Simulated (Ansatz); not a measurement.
## Geometry relaxation, with input and output: BN (part 2 of 2)

BN (slab, 36 atoms in the cell); DFT PBE+D3(BJ), scalar-relativistic, plane waves, PAW, no spin polarisation (Ansatz 0.2.0); cutoff 420 eV, 3×3×1 k-mesh, Gaussian smearing of 0.05 eV. The structure derives from an entry of the Crystallography Open Database. The input holds or restrains some coordinates. It belongs to a series of runs on one base structure; here: clean slab, lower planes held.

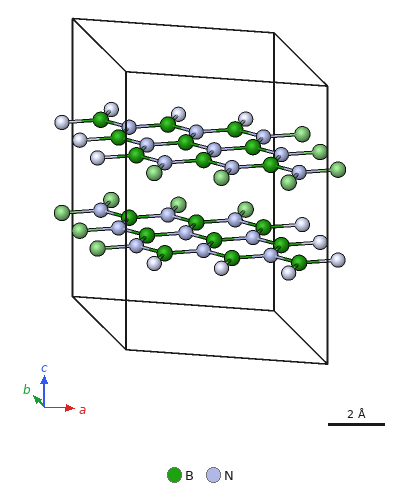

The geometry at step 2 of the log (ball-and-stick view of the cell of the calculation, with the vacuum cut short, seen slightly off an axis; neighbours outside the cell are drawn fainter).

The program's output, continued
```
--- Forces (eV/Å), atoms counted from 1 ---
  atom   1  B     -0.00000000    -0.00000000     0.02367365
  atom   2  B     -0.00000000    -0.00000000     0.02367365
  atom   3  B      0.00000000    -0.00000000     0.02367365
  atom   4  B     -0.00000000    -0.00000000     0.02367365
  atom   5  B     -0.00000000    -0.00000000     0.02367365
  atom   6  B     -0.00000000    -0.00000000     0.02367365
  atom   7  B      0.00000000    -0.00000000     0.02367365
  atom   8  B     -0.00000000    -0.00000000     0.02367365
  atom   9  B      0.00000000    -0.00000000     0.02367365
  atom  10  N      0.00000000     0.00000000    -0.01833829
  atom  11  N      0.00000000     0.00000000    -0.01833829
  atom  12  N      0.00000000     0.00000000    -0.01833829
  atom  13  N     -0.00000000     0.00000000    -0.01833829
  atom  14  N     -0.00000000     0.00000000    -0.01833829
  atom  15  N     -0.00000000     0.00000000    -0.01833829
  atom  16  N     -0.00000000     0.00000000    -0.01833829
  atom  17  N      0.00000000     0.00000000    -0.01833829
  atom  18  N      0.00000000     0.00000000    -0.01833829
  atom  19  B     -0.00000000     0.00000000     0.01115297
  atom  20  B     -0.00000000     0.00000000     0.01115297
  atom  21  B      0.00000000     0.00000000     0.01115297
  atom  22  B      0.00000000     0.00000000     0.01115297
  atom  23  B     -0.00000000     0.00000000     0.01115297
  atom  24  B      0.00000000     0.00000000     0.01115297
  atom  25  B      0.00000000     0.00000000     0.01115297
  atom  26  B      0.00000000     0.00000000     0.01115297
  atom  27  B     -0.00000000     0.00000000     0.01115297
  atom  28  N     -0.00000000    -0.00000000    -0.01662226
  atom  29  N     -0.00000000    -0.00000000    -0.01662226
  atom  30  N     -0.00000000    -0.00000000    -0.01662226
  atom  31  N     -0.00000000    -0.00000000    -0.01662226
  atom  32  N     -0.00000000    -0.00000000    -0.01662226
  atom  33  N      0.00000000    -0.00000000    -0.01662226
  atom  34  N     -0.00000000    -0.00000000    -0.01662226
  atom  35  N      0.00000000    -0.00000000    -0.01662226
  atom  36  N     -0.00000000    -0.00000000    -0.01662226
  max |Σ_I F_I| component: 1.21e-3 eV/Å
--- Band table (eV) ---
  k-point 0: bands = ["-19.9105", "-19.7804", "-17.9539", "-17.9539", "-17.9539", "-17.9539", "-17.9539", "-17.9539", "-17.8609", "-17.8609", "-17.8609", "-17.8609", "-17.8609", "-17.8609", "-16.1955", "-16.1955", "-16.1846", "-16.1846", "-10.1253", "-10.1253", "-10.0537", "-10.0537", "-9.3610", "-9.3610", "-9.3501", "-9.3501", "-9.0820", "-9.0820", "-9.0820", "-9.0820", "-9.0820", "-9.0820", "-9.0459", "-9.0459", "-9.0459", "-9.0459", "-9.0459", "-9.0459", "-7.9055", "-6.9373", "-5.7876", "-5.7876", "-5.7876", "-5.7876", "-5.7876", "-5.7876", "-5.7592", "-5.7592", "-5.7592", "-5.7592", "-5.7592", "-5.7592", "-5.1740", "-5.1740", "-5.1740", "-5.1740", "-5.1740", "-5.1740", "-4.3835", "-4.3835", "-4.3835", "-4.3835", "-4.3835", "-4.3835", "-3.5422", "-3.5422", "-3.5236", "-3.5236", "-2.2247", "-2.2247", "-2.2137", "-2.2137", "2.5008", "2.5008", "2.5118", "2.5118", "2.5913", "3.1088", "3.8717", "4.7014", "4.7014", "4.7014", "4.7014", "4.7014", "4.7014", "5.0553", "5.0553", "5.0553", "5.0553", "5.0553", "5.0553", "5.1545", "5.2164", "5.8747", "5.8747", "5.8747", "5.8747", "5.8747", "5.8747", "6.7755", "6.7755", "6.7755", "6.7755", "6.7755", "6.7755", "7.1698", "7.3065", "7.3065"]
  k-point 1: bands = ["-19.6725", "-19.5460", "-18.9837", "-18.8686", "-18.3393", "-18.3393", "-18.2365", "-18.2365", "-17.2730", "-17.2730", "-17.2007", "-17.2007", "-16.9660", "-16.9152", "-16.5401", "-16.5401", "-16.5002", "-16.5002", "-10.8186", "-10.7838", "-10.3519", "-10.3519", "-10.3146", "-10.3146", "-10.0049", "-10.0049", "-9.9691", "-9.9691", "-8.3173", "-8.3173", "-8.2858", "-8.2858", "-7.9751", "-7.9751", "-7.9513", "-7.9513", "-7.5815", "-6.7418", "-6.7418", "-6.7245", "-6.7102", "-6.7102", "-6.6897", "-6.6289", "-6.5747", "-6.2778", "-6.2481", "-5.9732", "-5.9732", "-5.9452", "-5.9452", "-5.7248", "-5.7240", "-5.7240", "-4.9206", "-4.8950", "-4.8864", "-4.8864", "-4.4985", "-4.4820", "-4.1609", "-4.1609", "-3.9828", "-3.9615", "-3.6581", "-3.4890", "-3.4890", "-3.0990", "-2.9669", "-2.9669", "-2.5354", "-2.5354", "2.6642", "2.7292", "2.7292", "2.9986", "3.0368", "3.0368", "3.2673", "3.4888", "3.5769", "3.5769", "4.0084", "4.0084", "4.1383", "4.2686", "4.5643", "5.2546", "5.2546", "5.3010", "5.3010", "5.4160", "5.5343", "5.5663", "5.7509", "5.7509", "6.2280", "6.5458", "6.5651", "6.5651", "6.6355", "6.6355", "7.2681", "7.2681", "7.3085", "7.3850", "7.5985", "7.6756"]
  k-point 2: bands = ["-19.2083", "-19.2083", "-19.2083", "-19.0893", "-19.0893", "-19.0893", "-17.3987", "-17.3987", "-17.3987", "-17.3189", "-17.3189", "-17.3189", "-16.6702", "-16.6702", "-16.6702", "-16.6389", "-16.6389", "-16.6389", "-10.9467", "-10.9467", "-10.9467", "-10.9137", "-10.9137", "-10.9137", "-9.2532", "-9.2532", "-9.2532", "-9.2410", "-9.2410", "-9.2410", "-7.4554", "-7.4554", "-7.4554", "-7.4285", "-7.4285", "-7.4285", "-7.0091", "-7.0091", "-7.0091", "-6.9764", "-6.9764", "-6.9764", "-6.9480", "-6.9480", "-6.9480", "-6.0562", "-6.0562", "-6.0562", "-5.8820", "-5.8820", "-5.8820", "-5.8580", "-5.8580", "-5.8580", "-4.8457", "-4.8457", "-4.8457", "-4.8231", "-4.8231", "-4.8231", "-4.3611", "-4.3611", "-4.3611", "-3.6513", "-3.6513", "-3.6513", "-3.1629", "-3.1629", "-3.1629", "-2.7264", "-2.7264", "-2.7264", "2.3730", "2.3730", "2.3730", "2.9235", "2.9235", "2.9235", "3.7779", "3.7779", "3.7779", "4.1849", "4.1849", "4.1849", "4.2240", "4.2240", "4.2240", "4.4047", "4.4047", "4.4047", "5.0478", "5.0478", "5.0478", "6.1256", "6.1256", "6.1256", "6.2543", "6.2543", "6.2543", "7.1245", "7.1245", "7.1245", "7.6015", "7.6015", "7.6015", "7.8064", "7.8064", "7.8064"]
--- Relaxed structure (2 steps of the walk, 2 accepted, 0 SCFs on fresh bases) ---
  F+E_penalty+E_count = -9767.31097049 eV   max|allowed force component| = 1.662e-2 eV/Å
  atoms:
    - { symbol: B, position: [0.2222222222222222, 0.11111111111111113, 0.4143269265] }
    - { symbol: B, position: [0.22222222222222224, 0.4444444444444445, 0.4143269265] }
    - { symbol: B, position: [0.22222222222222218, 0.7777777777777778, 0.4143269265] }
    - { symbol: B, position: [0.5555555555555557, 0.11111111111111113, 0.4143269265] }
    - { symbol: B, position: [0.5555555555555557, 0.4444444444444445, 0.4143269265] }
    - { symbol: B, position: [0.5555555555555556, 0.7777777777777778, 0.4143269265] }
    - { symbol: B, position: [0.888888888888889, 0.11111111111111113, 0.4143269265] }
    - { symbol: B, position: [0.8888888888888888, 0.4444444444444445, 0.4143269265] }
    - { symbol: B, position: [0.8888888888888888, 0.7777777777777778, 0.4143269265] }
    - { symbol: N, position: [0.11111111111111113, 0.22222222222222224, 0.4143269265] }
    - { symbol: N, position: [0.11111111111111108, 0.5555555555555556, 0.4143269265] }
    - { symbol: N, position: [0.11111111111111105, 0.8888888888888887, 0.4143269265] }
    - { symbol: N, position: [0.4444444444444444, 0.22222222222222224, 0.4143269265] }
    - { symbol: N, position: [0.4444444444444444, 0.5555555555555556, 0.4143269265] }
    - { symbol: N, position: [0.44444444444444436, 0.8888888888888887, 0.4143269265] }
    - { symbol: N, position: [0.777777777777778, 0.22222222222222224, 0.4143269265] }
    - { symbol: N, position: [0.7777777777777779, 0.5555555555555556, 0.4143269265] }
    - { symbol: N, position: [0.7777777777777779, 0.8888888888888887, 0.4143269265] }
    - { symbol: B, position: [0.11111111111111113, 0.22222222222222224, 0.5891576235948864] }
    - { symbol: B, position: [0.11111111111111108, 0.5555555555555556, 0.5891576235948864] }
    - { symbol: B, position: [0.11111111111111105, 0.8888888888888887, 0.5891576235948864] }
    - { symbol: B, position: [0.4444444444444444, 0.22222222222222224, 0.5891576235948864] }
    - { symbol: B, position: [0.4444444444444444, 0.5555555555555556, 0.5891576235948864] }
    - { symbol: B, position: [0.44444444444444436, 0.8888888888888887, 0.5891576235948864] }
    - { symbol: B, position: [0.777777777777778, 0.22222222222222224, 0.5891576235948864] }
    - { symbol: B, position: [0.7777777777777779, 0.5555555555555556, 0.5891576235948864] }
    - { symbol: B, position: [0.7777777777777779, 0.8888888888888887, 0.5891576235948864] }
    - { symbol: N, position: [0.2222222222222222, 0.11111111111111113, 0.5892828333895473] }
    - { symbol: N, position: [0.22222222222222224, 0.4444444444444445, 0.5892828333895473] }
    - { symbol: N, position: [0.22222222222222218, 0.7777777777777778, 0.5892828333895473] }
    - { symbol: N, position: [0.5555555555555557, 0.11111111111111113, 0.5892828333895473] }
    - { symbol: N, position: [0.5555555555555557, 0.4444444444444445, 0.5892828333895473] }
    - { symbol: N, position: [0.5555555555555556, 0.7777777777777778, 0.5892828333895473] }
    - { symbol: N, position: [0.888888888888889, 0.11111111111111113, 0.5892828333895473] }
    - { symbol: N, position: [0.8888888888888888, 0.4444444444444445, 0.5892828333895473] }
    - { symbol: N, position: [0.8888888888888888, 0.7777777777777778, 0.5892828333895473] }
```

Trajectory as extended XYZ (Å, eV, eV/Å), 2 frames, from step=1 to step=2
```
36
Lattice="7.5193 0.0000 0.0000 -3.7597 6.5119 0.0000 0.0000 0.0000 19.3084" Properties=species:S:1:pos:R:3:forces:R:3 step=1 energy=-9767.30858
B     1.2532    0.7235    8.0000    0.0000   0.0000   0.0173
B     0.0000    2.8942    8.0000    0.0000   0.0000   0.0173
B    -1.2532    5.0648    8.0000    0.0000   0.0000   0.0173
B     3.7597    0.7235    8.0000    0.0000   0.0000   0.0173
B     2.5064    2.8942    8.0000    0.0000   0.0000   0.0173
B     1.2532    5.0648    8.0000    0.0000   0.0000   0.0173
B     6.2661    0.7235    8.0000    0.0000   0.0000   0.0173
B     5.0129    2.8942    8.0000    0.0000   0.0000   0.0173
B     3.7597    5.0648    8.0000    0.0000   0.0000   0.0173
N     0.0000    1.4471    8.0000    0.0000   0.0000  -0.0310
N    -1.2532    3.6177    8.0000    0.0000   0.0000  -0.0310
N    -2.5064    5.7884    8.0000    0.0000   0.0000  -0.0310
N     2.5064    1.4471    8.0000    0.0000   0.0000  -0.0310
N     1.2532    3.6177    8.0000    0.0000   0.0000  -0.0310
N     0.0000    5.7884    8.0000    0.0000   0.0000  -0.0310
N     5.0129    1.4471    8.0000    0.0000   0.0000  -0.0310
N     3.7597    3.6177    8.0000    0.0000   0.0000  -0.0310
N     2.5064    5.7884    8.0000    0.0000   0.0000  -0.0310
B     0.0000    1.4471   11.3084    0.0000   0.0000  -0.0172
B    -1.2532    3.6177   11.3084    0.0000   0.0000  -0.0172
B    -2.5064    5.7884   11.3084    0.0000   0.0000  -0.0172
B     2.5064    1.4471   11.3084    0.0000   0.0000  -0.0172
B     1.2532    3.6177   11.3084    0.0000   0.0000  -0.0172
B     0.0000    5.7884   11.3084    0.0000   0.0000  -0.0172
B     5.0129    1.4471   11.3084    0.0000   0.0000  -0.0172
B     3.7597    3.6177   11.3084    0.0000   0.0000  -0.0172
B     2.5064    5.7884   11.3084    0.0000   0.0000  -0.0172
N     1.2532    0.7235   11.3084    0.0000   0.0000   0.0309
N     0.0000    2.8942   11.3084    0.0000   0.0000   0.0309
N    -1.2532    5.0648   11.3084    0.0000   0.0000   0.0309
N     3.7597    0.7235   11.3084    0.0000   0.0000   0.0309
N     2.5064    2.8942   11.3084    0.0000   0.0000   0.0309
N     1.2532    5.0648   11.3084    0.0000   0.0000   0.0309
N     6.2661    0.7235   11.3084    0.0000   0.0000   0.0309
N     5.0129    2.8942   11.3084    0.0000   0.0000   0.0309
N     3.7597    5.0648   11.3084    0.0000   0.0000   0.0309
36
Lattice="7.5193 0.0000 0.0000 -3.7597 6.5119 0.0000 0.0000 0.0000 19.3084" Properties=species:S:1:pos:R:3:forces:R:3 step=2 energy=-9767.31097
B     1.2532    0.7235    8.0000    0.0000   0.0000   0.0237
B     0.0000    2.8942    8.0000    0.0000   0.0000   0.0237
B    -1.2532    5.0648    8.0000    0.0000   0.0000   0.0237
B     3.7597    0.7235    8.0000    0.0000   0.0000   0.0237
B     2.5064    2.8942    8.0000    0.0000   0.0000   0.0237
B     1.2532    5.0648    8.0000    0.0000   0.0000   0.0237
B     6.2661    0.7235    8.0000    0.0000   0.0000   0.0237
B     5.0129    2.8942    8.0000    0.0000   0.0000   0.0237
B     3.7597    5.0648    8.0000    0.0000   0.0000   0.0237
N     0.0000    1.4471    8.0000    0.0000   0.0000  -0.0183
N    -1.2532    3.6177    8.0000    0.0000   0.0000  -0.0183
N    -2.5064    5.7884    8.0000    0.0000   0.0000  -0.0183
N     2.5064    1.4471    8.0000    0.0000   0.0000  -0.0183
N     1.2532    3.6177    8.0000    0.0000   0.0000  -0.0183
N     0.0000    5.7884    8.0000    0.0000   0.0000  -0.0183
N     5.0129    1.4471    8.0000    0.0000   0.0000  -0.0183
N     3.7597    3.6177    8.0000    0.0000   0.0000  -0.0183
N     2.5064    5.7884    8.0000    0.0000   0.0000  -0.0183
B     0.0000    1.4471   11.3757    0.0000   0.0000   0.0112
B    -1.2532    3.6177   11.3757    0.0000   0.0000   0.0112
B    -2.5064    5.7884   11.3757    0.0000   0.0000   0.0112
B     2.5064    1.4471   11.3757    0.0000   0.0000   0.0112
B     1.2532    3.6177   11.3757    0.0000   0.0000   0.0112
B     0.0000    5.7884   11.3757    0.0000   0.0000   0.0112
B     5.0129    1.4471   11.3757    0.0000   0.0000   0.0112
B     3.7597    3.6177   11.3757    0.0000   0.0000   0.0112
B     2.5064    5.7884   11.3757    0.0000   0.0000   0.0112
N     1.2532    0.7235   11.3781    0.0000   0.0000  -0.0166
N     0.0000    2.8942   11.3781    0.0000   0.0000  -0.0166
N    -1.2532    5.0648   11.3781    0.0000   0.0000  -0.0166
N     3.7597    0.7235   11.3781    0.0000   0.0000  -0.0166
N     2.5064    2.8942   11.3781    0.0000   0.0000  -0.0166
N     1.2532    5.0648   11.3781    0.0000   0.0000  -0.0166
N     6.2661    0.7235   11.3781    0.0000   0.0000  -0.0166
N     5.0129    2.8942   11.3781    0.0000   0.0000  -0.0166
N     3.7597    5.0648   11.3781    0.0000   0.0000  -0.0166
```

Results in brief

```tsv
quantity	value
outcome	converged under the restraints of the input
electrons treated	144
free energy	−9767.3110 eV
work function, top face	3.57 eV
work function, bottom face	3.55 eV
Fermi energy	0.079 eV
gap on the k-point mesh	4.59 eV
final volume	945.44 Å³
work function (upper face)	3.57 eV
largest force (length of the vector) at the end, held atoms and coordinates included	0.024 eV/Å
hardware	4 threads of Arm Neoverse V1, 24 GiB of memory available, shared host
wall time	20 s (CPU time 76 s)
peak memory	1.6 GiB
```
